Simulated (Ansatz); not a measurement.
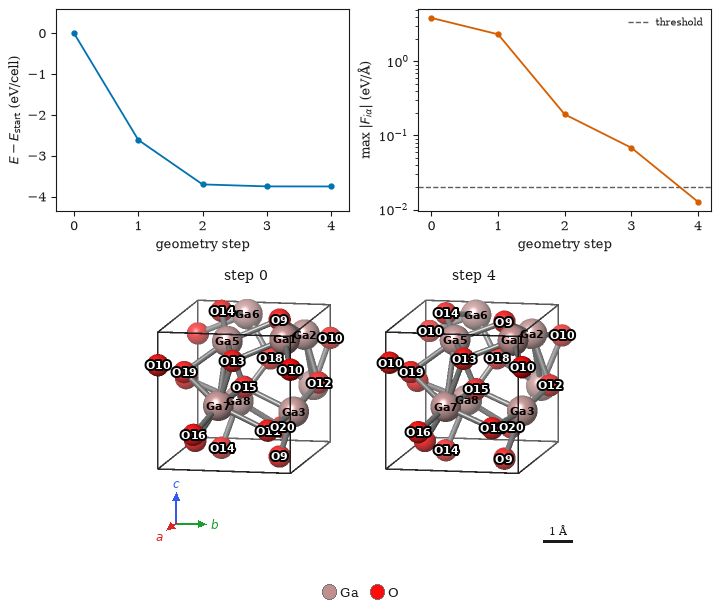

First and last geometry of a relaxation of solid Ga2O3 (set up in Pbcn), with the history of the run. Style: ball-and-stick. Shown: the cell of the calculation (origin shifted), slightly off an axis.

Method: DFT, r2SCAN, plane-wave PAW, default files, scalar-relativistic (Ansatz 0.2.0).

Input file:
```yaml
crystal:
  lattice:
    - [6.942, 0.0, 0.0]
    - [0.0, 4.732, 0.0]
    - [0.0, 0.0, 4.855]
  atoms:
    - { symbol: Ga, position: [0.11292, 0.75004, 0.04065] }
    - { symbol: Ga, position: [0.61292, 0.74996, 0.95935] }
    - { symbol: Ga, position: [0.88708, 0.75004, 0.45935] }
    - { symbol: Ga, position: [0.38708, 0.74996, 0.54065] }
    - { symbol: Ga, position: [0.88708, 0.24996, 0.95935] }
    - { symbol: Ga, position: [0.38708, 0.25004, 0.04065] }
    - { symbol: Ga, position: [0.11292, 0.24996, 0.54065] }
    - { symbol: Ga, position: [0.61292, 0.25004, 0.45935] }
    - { symbol: O, position: [0.85188, 0.63394, 0.1212] }
    - { symbol: O, position: [0.35188, 0.86606, 0.8788] }
    - { symbol: O, position: [0.14812, 0.63394, 0.3788] }
    - { symbol: O, position: [0.64812, 0.86606, 0.6212] }
    - { symbol: O, position: [0.14812, 0.36606, 0.8788] }
    - { symbol: O, position: [0.64812, 0.13394, 0.1212] }
    - { symbol: O, position: [0.85188, 0.36606, 0.6212] }
    - { symbol: O, position: [0.35188, 0.13394, 0.3788] }
    - { symbol: O, position: [0.0, 0.04173, 0.25] }
    - { symbol: O, position: [0.5, 0.45827, 0.75] }
    - { symbol: O, position: [0.0, 0.95827, 0.75] }
    - { symbol: O, position: [0.5, 0.54173, 0.25] }
kpoints:
  mp_grid: { grid: [4, 5, 5] }
scf:
  occupations: { method: fermi_dirac, width: 0.01 }
hamiltonian:
  xc: r2scan
  pseudopotentials: { kind: paw }
output:
  forces: true
  stress: true
  populations: true
  efg:
    quadrupole_moments_barn: { Ga: 0.107, O: -0.02558 }
    contact_densities: true
  write_density: true
  write_potential: true
  elf: true
  volumetric_format: npy
relax:
  f_tol: 0.02
  max_steps: 60
```

Run as
```bash
ansatz run input.yaml --threads 4 --pin off --max-ram 8192MiB --backend cpu --events-out ev --progress --plain --runs-dir out
```

### What do the curves and the structures tell?

It converged. The largest moves, 0.15 Å, are those of 8 atoms (O9, O10, O11, O12 and others). O15 goes roughly along [−1 3 −2]. By element the largest moves are O 0.15 Å, Ga 0.04 Å. The lattice vectors keep their values. Among the contacts that change: Ga1–O11 1.748 → 1.906 Å, Ga1–O13 1.995 → 1.856 Å, Ga1–O9 1.934 → 2.022 Å, Ga1–Ga3 2.567 → 2.645 Å. Among the angles between lasting bonds that change: Ga2–O14–Ga5 101.9° → 108.4°, Ga5–O14–Ga8 114.6° → 108.8°, Ga6–O14–Ga8 88.3° → 84.6°. The space group stays Pbcn (No. 60). The energy falls by 3.750 eV per cell of the calculation in 4 geometry steps. The largest force component goes from 3.9 to 0.013 eV/Å.
